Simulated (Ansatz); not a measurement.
Input structure:

```xyz
1
Lattice="-11.5690 0.0000 0.0000 0.0000 -2.2923 0.0000 -4.5951 0.0000 22.4933" Properties=species:S:1:pos:R:3 pbc="T T T"
Cu   -8.1586   -1.1461   11.2467
```

Interpret the file: composition, symmetry and coordination.

The element is copper. The cell holds one atom. The Cu atoms are each bonded to two Cu in a linear arrangement at 2.29 Å. The bonds build Cu chains along [010].

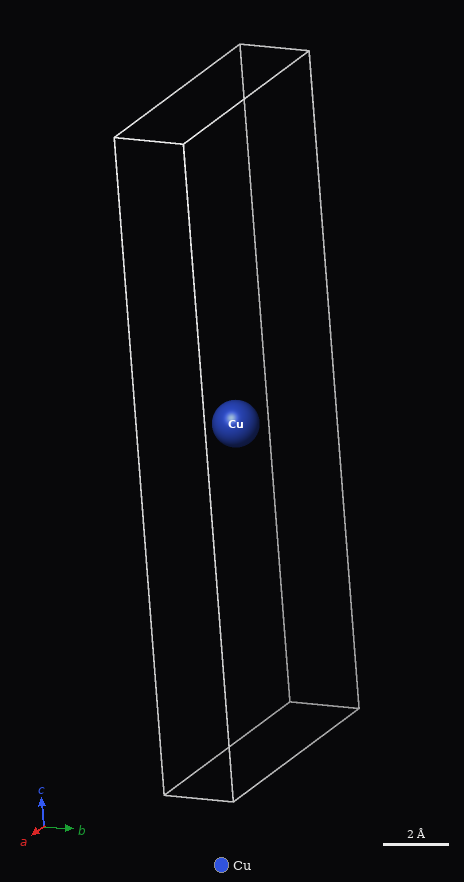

A spheres-only picture of a crystal structure, seen slightly off an axis. The simulation cell is outlined; an atom on or near a face, edge or corner is repeated at each equivalent position.

The model was built from a structure listed in the Materials Project. The cell was then strained or its atoms displaced on purpose. It was run through Ansatz as a DFT input.
